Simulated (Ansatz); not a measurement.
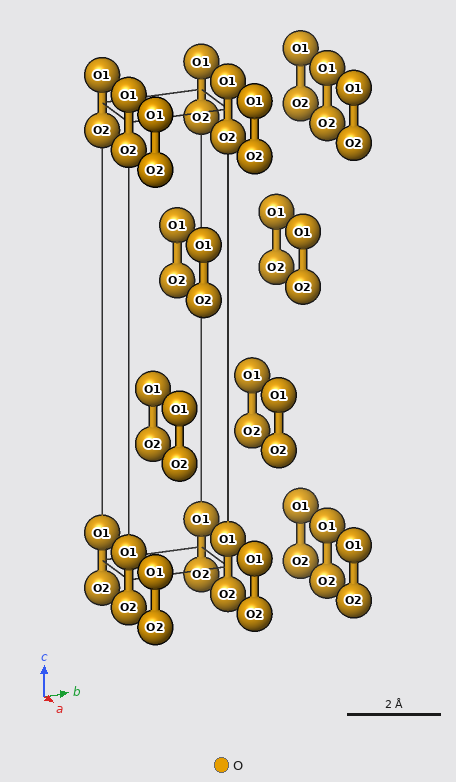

*The structure (ball-and-stick view of the cell 3 times as large as that of the calculation, set on its symmetry axes, repeated 2 × 2 × 1, seen slightly off an axis; atoms are numbered from 1 in the order of the input). An atom can appear more than once, as a periodic image.*

Near neighbours in the periodic cell (some may lie outside the picture): O has 1 O at 1.20 Å.

## O: single-point calculation

The run: single-point calculation of O (2 atoms in the cell). Method and program: DFT r2SCAN, scalar-relativistic, plane waves, PAW, spin-polarised (Ansatz 0.2.0).

The structure derives from an entry of the Crystallography Open Database. It belongs to a series of runs on one base structure; here: band edges sought over the zone. Figures and captions count atoms from 1; the log counts them from 0 in places.

### Log
```
Engine: ansatz 0.2.0, aarch64-unknown-linux-gnu
Pseudopotentials: kind: paw
Pseudopotential: O, paw, valence charge 6, recommended cutoff 500 eV (meta_gga), O.paw.azcp
Functional definition: r2SCAN
  parameter k0 = 0.174
  parameter k1 = 0.065
  parameter a1 = 4.9479
  exchange = r2scan_x(k0 = k0, k1 = k1, a1 = a1)
  correlation = r2scan_c
Crystal: 2 atoms, lattice volume = 23.525 Å³
Basis set: ecut = 500 eV, 589 PW (Γ), exchange–correlation on 120×120×120 points (64 copies of the dense FFT grid, shifted against one another)
Bands: 11, of which v1, the nominal top of the filled ones, is band 6 counted from 1 (5 counted from 0)
Symmetry: 12 space group operations
Space group: R-3m (ITA 166), of the structure as read, at distance tolerance 2.9e-5 Å
Magnetic group: BNS 166.97 (UNI 1327), of the structure as read, at distance tolerance 2.9e-5 Å
k-points: 189 of 1728
Non-local potential: O, projectors of the file, l = 0: 2, l = 1: 2, l = 2: 1
PAW form: soft (Blöchl's): semilocal exchange-correlation on the pseudo side does not see the compensation charge
PAW frozen core: O, regenerated for the run's functional (the file was generated under x = pbe(κ = 0.804, μ = 0.2195149727645171), c = pbe(β = 0.06672455060314922))
PAW one-centre angular grid: O, 302 points (default); XC on 160 Gauss nodes
Initial density: read from a saved state, or passed on in memory by an earlier SCF of this step, an earlier step, the calling program or the single point that the run made first
Stability of the state it starts from, as read at its close in the collinear treatment: not read, because the mixer in use, unlike msr1, does not test its closes by its own steps (another_mixer); its run was given moments
Starting moments: Σ|m| = 1.26 μB on 2 of 2 sites; this step starts from the density that it was given
Initial wavefunctions: pseudopotential atomic-orbital guess
Functional: x = r2scan, c = r2scan; τ floored in thin density (d = 2e-4 eV/Å³)
iter 1 solved again at ethr=3.16e-7 eV; its pass at ethr=3.10e-3 eV (dr2=3.80e-5 eV) is discarded
SCF iter   1: F=—  HF=-1131.807150 eV  |F-HF|=—  |Δ(HF+E_count)|=         —  Δρ=8.23e-7 (↑6.06e-7 ↓8.23e-7)  dr2=1.73e-10  dr2_τ=2.85e-11  dr2_m=6.20e-12  M=2.000 μB ∫|m|=2.071 μB  β_m=1.20  ethr=3.16e-7  ⟨swp⟩=3.0  Hψ=36139  notcnv=0
eigensolver tolerance schedule: the retry pair's looser diagonalisation over-reported the residual by 219698.00 of it (diagonalisation noise at an unbounded share of the residual, at the tolerance the schedule requests for it); recorded, not acted on — ethr = c·dr2/N_el stays at c = 1.0e-1
preconditioner: auto → none  [insulator: Δε(μ)=1.033 eV  Ē_g=19.409 eV  σ=0.020 eV  W_gap=1.00  n_scr=2 (ndim 8)  ℏωp=24.2 eV  f_vac=0.035  D(μ)=0.00/eV (n_scr^D=0)  ε∞_Penn≈2.6]
SCF iter   2: F=-1131.807150 eV  HF=-1131.807150 eV  |F-HF|=9.09e-13  |Δ(HF+E_count)|=   5.65e-8  Δρ=4.29e-7 (↑3.82e-7 ↓4.29e-7)  dr2=4.32e-11  dr2_τ=2.40e-11  dr2_m=6.12e-12  M=2.000 μB ∫|m|=2.071 μB  ethr=1.44e-12  ⟨swp⟩=4.3  Hψ=14386  notcnv=0
SCF 1 converged in 2 iterations: F = -1131.807150 eV  dr2 = 4.32e-11
  greatest PAW one-centre occupation: 0.895 electrons in one spin orbital (limit 2), on the O atom at site 1 (counted from 0), in its partial waves of l = 0
this state was not tested for a lower state beside it, because the mixer in use, unlike msr1, does not test its closes by its own steps (another_mixer; see scf.mixing.algorithm and scf.lower_state_search)
NSCF: frozen V_eff on 32 k-points
NSCF: frozen V_eff on 32 k-points
NSCF: frozen V_eff on 32 k-points
NSCF: frozen V_eff on 32 k-points
NSCF: frozen V_eff on 32 k-points
NSCF: frozen V_eff on 8 k-points
NSCF: frozen V_eff on 8 k-points
NSCF: frozen V_eff on 8 k-points
NSCF: frozen V_eff on 5 k-points
NSCF: frozen V_eff on 3 k-points
SCF converged after 2 iterations
Magnetization: 2.0000 μB (7.0000 up, 5.0000 down)
Absolute magnetization: 2.0718 μB (∫|ρ↑−ρ↓|, with the PAW one-centre terms)
Spin contamination: 0.0089 ħ² per cell (⟨S²⟩ above its minimum at these occupations)
Per-site moments (μB) at R_I (Å): [(0.5725764156282811, 0.49623455661050386), (0.5725764156282812, 0.49623455661050386)]
Free energy (F): -1131.807150 eV
Harris-Foulkes:  -1131.807150 eV  (|F-HF|=9.09e-13)
Internal energy: -1131.807150 eV  (E = F + TS)
E sigma→0 (E₀):  -1131.807150 eV
Fermi energy:    2.090488 eV
--- Per-component energies (eV) ---
  E_band       = -106.707046
  E_kinetic    = 345.039627
  E_local      = -833.145822  (includes V_loc(G=0)·N_el)
  E_nonlocal   = 97.493285
  E_hartree    = 274.480057
  E_xc         = -142.386383
  E_vxc        = -206.449480  (∫ρ·V_xc dr)
  E_paw        = -319.209079  (= ΣΔE_a)
  E_vpaw       = -72.967051  (= ΣTr[D̂ρ^β])
  E_aug_tail   = 0.002033  (compensation charges beyond the density's cutoff)
  E_vtau       = 14.360284  (kinetic-family band-sum trace: ∫τ·v_τ [+ j·A + Jᵃ·Aᵃ] dr)
  E_ewald      = -554.016985
  E_core_change = -0.063882  (= ΣΔE_core)
  E_smearing   = -0.000000  (= −TS)
  E_closure    = -0.000000  (closes the sum)
  Σ components = -1131.807150   (vs F -1131.807150, Δ=0.00e0)
--- Forces (eV/Å), atoms counted from 1 ---
  atom   1  O     -0.00000000     0.00000000     0.00699445
  atom   2  O      0.00000000    -0.00000000    -0.00699445
  max |Σ_I F_I| component: 1.85e-17 eV/Å
--- Stress (GPa, compression-positive) ---
        8.007709       0.000000       0.000000
        0.000000       8.007709       0.000000
       -0.000000       0.000000       8.066425
  P = ⅓ Tr σ = 8.0273 GPa (80.273 kbar)
--- Band table (eV; the first three rows and the last of 378) ---
  k-point 0 ↑: bands = ["-26.8206", "-13.6011", "-7.5134", "-5.3115", "-5.3115", "1.2702", "1.2702", "10.9069", "13.6308", "18.9974", "21.7905"]
  k-point 1 ↑: bands = ["-26.7960", "-13.5981", "-7.4792", "-5.4172", "-5.3350", "1.1864", "1.2367", "11.1256", "13.6277", "18.9217", "21.9738"]
  k-point 2 ↑: bands = ["-26.7278", "-13.5890", "-7.3975", "-5.6866", "-5.3986", "0.9673", "1.1459", "11.7035", "13.6224", "18.8356", "20.9306"]
  k-point 188 ↓: bands = ["-25.3428", "-12.6871", "-3.9564", "-2.7374", "-2.7374", "5.2261", "5.2261", "11.7573", "11.8240", "17.4010", "24.1201"]
--- Löwdin populations: 2 sites ---
  site symbol       q [e]    m [muB]
     0      O      5.9522     0.9955
     1      O      5.9522     0.9955
  spilling = 0.007959 (of n_electrons = 12.000000)
```

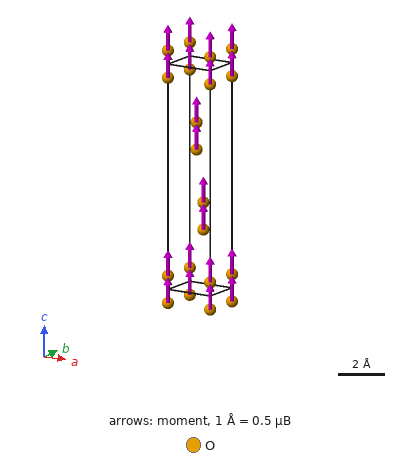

*Magnetic moments of the sites as pink arrows (ball-and-stick view of the cell 3 times as large as that of the calculation, set on its symmetry axes, seen slightly off an axis); small moments hardly show. The run is collinear, so the axis drawn is arbitrary.*

Site moments: O1, O2 (0.57 μB). They are counted near the atoms and needn't add up to the moment of the cell. Atoms are counted from 1 in the order of the input.

This output came from the following input.

### Input file
```yaml
crystal:
  lattice:
    - [1.4292843624, 0.8251977114, 3.3242958554]
    - [-1.4292843624, 0.8251977114, 3.3242958554]
    - [0.0, -1.6503954227, 3.3242958554]
  atoms:
    - { symbol: O, position: [0.0603131669, 0.0603131669, 0.0603131669], spin: 0.63 }
    - { symbol: O, position: [0.9396868331, 0.9396868331, 0.9396868331], spin: 0.63 }
basis:
  ecutwfc: 500
kpoints:
  mp_grid: { grid: [12, 12, 12] }
  band_path: { path: [VBM, CBM], npoints: 2 }
hamiltonian:
  xc: r2scan
scf:
  occupations: { method: gaussian, width: 0.02 }
output:
  forces: true
  stress: true
  eigenvalues: true
  populations: true
magnetization:
  spin_polarized: true
checkpoint:
  read: start.run
  write: ck
  compress: false
  write_wavefunctions: false
  write_every: 100000
```

Run as:
```bash
ansatz run input.yaml --threads 1 --pin off --max-ram 2560MiB --backend cpu --events-out ev --progress --plain --runs-dir out
```

### Summary

```tsv
quantity	value
outcome	converged
space group (tolerance 0.01 Å)	R-3m (166)
electrons treated	12
free energy	−1131.8072 eV
Fermi energy	2.090 eV
gap on the k-point mesh	1.03 eV
gap on the band path	1.03 eV
net moment of the cell	2.00 μB
integrated absolute moment	2.07 μB
pressure	8.03 GPa
largest force (length of the vector)	0.007 eV/Å
hardware	1 thread of Arm Neoverse N1, 24 GiB of memory available, shared host
wall time	29 s
peak memory	0.47 GiB
```

### Notes

The electronic state found may not be the lowest one. Warnings of the run: the state was not tested for a lower one. The cell is under a pressure of 8.0 GPa at this level, so it is not at its equilibrium volume.
